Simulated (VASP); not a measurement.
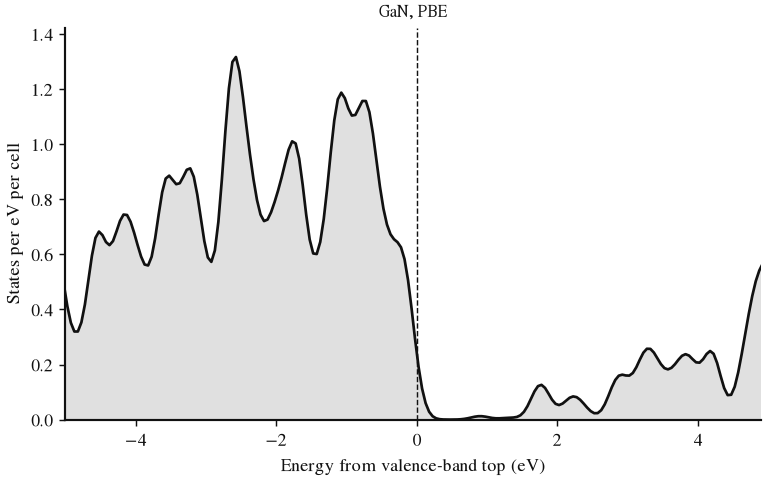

Density of states. Energies are counted from the top of the valence band. The curve is built from the levels of the k mesh with Gaussians 0.3 eV wide, which also blur the band edges.

System: GaN, space group I4/mmm, 2 atoms in the cell, rocksalt type, biaxial (xy) strain −3.5%.

Computed with VASP: DFT, PBE, plane waves, PAW, 10×10×10 k mesh, 520 eV cutoff.

Question: Is there a gap at the Fermi level, and how wide?

Answer: There is a gap; over the k points computed it is 0.90 eV (indirect; the smallest direct gap is 3.57 eV).

The cell is at 30 GPa in this functional.
